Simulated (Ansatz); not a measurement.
```cif
data_structure
_symmetry_space_group_name_H-M 'P 1'
_symmetry_Int_Tables_number 1
_cell_length_a 2.5040
_cell_length_b 2.5040
_cell_length_c 24.9918
_cell_angle_alpha 90.000
_cell_angle_beta 90.000
_cell_angle_gamma 120.000
_cell_volume 135.70
loop_
_atom_site_label
_atom_site_type_symbol
_atom_site_fract_x
_atom_site_fract_y
_atom_site_fract_z
_atom_site_occupancy
B1 B 0.66667 0.33333 0.30010 1
N1 N 0.33333 0.66667 0.30010 1
B2 B 0.33333 0.66667 0.43337 1
N2 N 0.66667 0.33333 0.43337 1
B3 B 0.66667 0.33333 0.56663 1
N3 N 0.33333 0.66667 0.56663 1
B4 B 0.33333 0.66667 0.69990 1
N4 N 0.66667 0.33333 0.69990 1
```

Level of theory: Kohn-Sham DFT of a periodic cell, r2SCAN, Ansatz PAW (Ansatz 0.2.0).

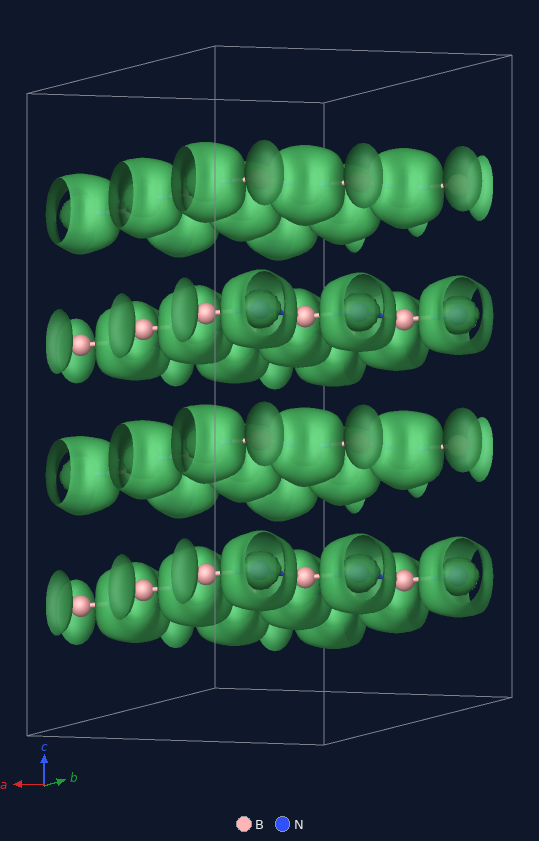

BN (slab). Isosurface of the electron localisation function at 0.7 (green), seen at an oblique angle. Only the valence region is drawn (cores and ρ < 0.01 e/Å³ removed). Sticks mark near contacts.

Core electrons are frozen (PAW), and the valence fields are smoothed inside the atomic spheres.

**Identify the bonds, lone pairs and shells in this picture.**

At this value the surface marks out four regions on N in which the atom's valence shell and bonds are merged, counted in one cell of 8 atoms. Counts are for one cell; the picture repeats the cell along the surface. Profiles from the grid: B–N (1.45 Å): the ELF peaks at about 0.95 between the atoms; a polar covalent bond.

**Does the calculation make it a metal, or give it a gap?**

It is gapped, with a Kohn–Sham gap of 4.9 eV on the k-point mesh (the band edges may lie off the mesh, which would make the gap smaller).
